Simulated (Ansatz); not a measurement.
Sb

```cif
data_structure
_symmetry_space_group_name_H-M 'P 1'
_symmetry_Int_Tables_number 1
_cell_length_a 3.5459
_cell_length_b 5.5289
_cell_length_c 5.3300
_cell_angle_alpha 90.000
_cell_angle_beta 90.000
_cell_angle_gamma 90.000
_cell_volume 104.49
loop_
_atom_site_label
_atom_site_type_symbol
_atom_site_fract_x
_atom_site_fract_y
_atom_site_fract_z
_atom_site_occupancy
Sb1 Sb 0.00000 0.33333 0.25000 1
Sb2 Sb 0.50000 0.83333 0.25000 1
Sb3 Sb 0.50000 0.16667 0.75000 1
Sb4 Sb 0.00000 0.66667 0.75000 1
```

Space group Cmcm; changed on purpose from its base cell (strain +0.0525 x Voigt [1, -1, 0, 0, 0, 0], atoms carried along).

These are results of DFT PBEsol, scalar-relativistic, plane waves, PAW (Ansatz), not measurements.

What can the converged valence pseudo-density and electron localisation function tell about the bonding?

Sb–Sb (3.24 Å): ρ at the midpoint is about 0.19 e/Å³; the ELF is about 0.35 at the midpoint.

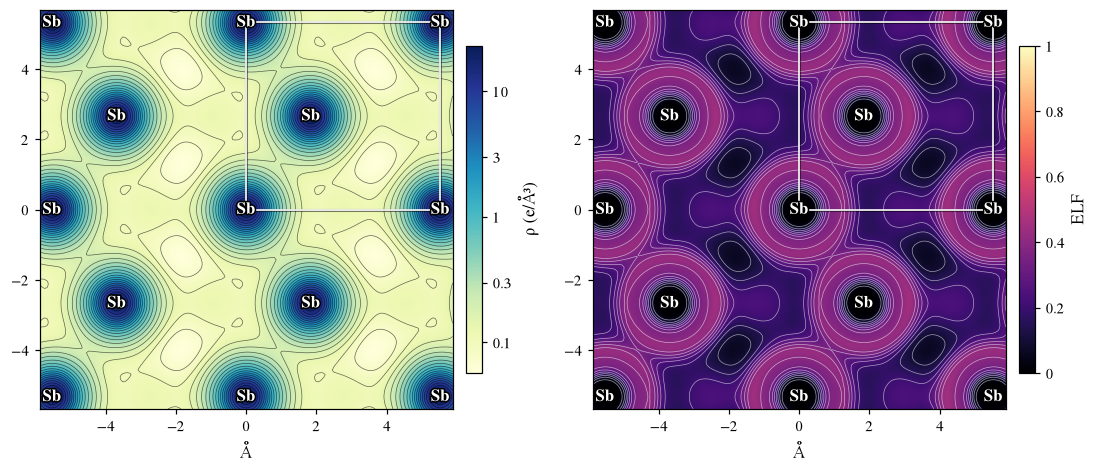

Computed valence pseudo-density and electron localisation function on the (100) plane of the conventional cell, in this order. 

Core electrons are frozen (PAW), and the valence fields are smoothed inside the atomic spheres.
